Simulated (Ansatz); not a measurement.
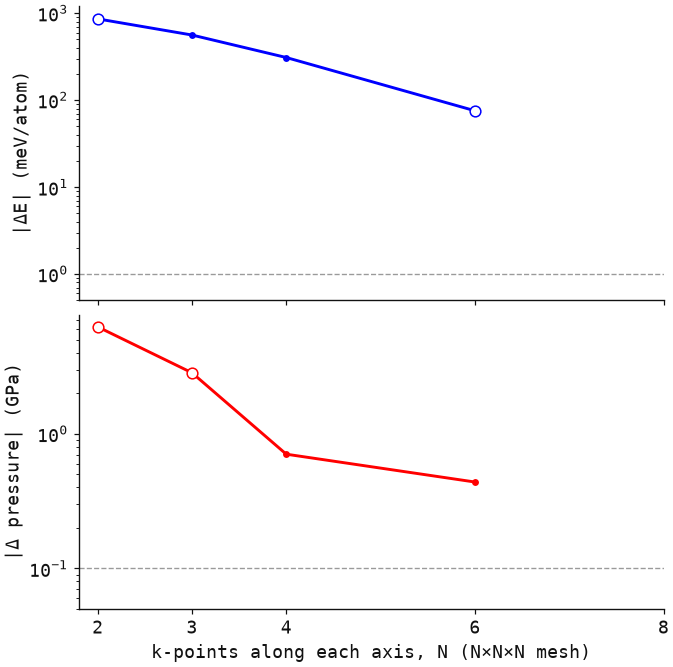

One cell, run at 5 values of the k-point mesh.
The run: Al (Fm-3m, 1 atom in the cell), by HSE06, plane waves, PAW datasets (Ansatz 0.2.0 development build); cutoff 420 eV, Fermi–Dirac smearing of 0.02 eV.
ΔE is the free energy less its value at the densest setting, 8×8×8.
Dashed lines or grey bands mark the tolerance: 1 meV/atom and 0.1 GPa.
On logarithmic panels, open markers lie below the reference value and filled ones above.

From which setting is the free energy converged to 1 meV/atom?

Answer. The free energy at the last setting but one, 6×6×6, is still more than 1 meV/atom from the densest setting's value, so the scan doesn't show it converged. It is off by 860 meV/atom at 2×2×2, 310 meV/atom at 4×4×4 and 76 meV/atom at 6×6×6 (on both sides of it).

And the pressure, to 0.1 GPa?

Answer. The pressure at the last setting but one, 6×6×6, is still more than 0.1 GPa from the densest setting's value, so the scan doesn't show it converged. It is off by 6.3 GPa at 2×2×2, 0.71 GPa at 4×4×4 and 0.44 GPa at 6×6×6 (on both sides of it).
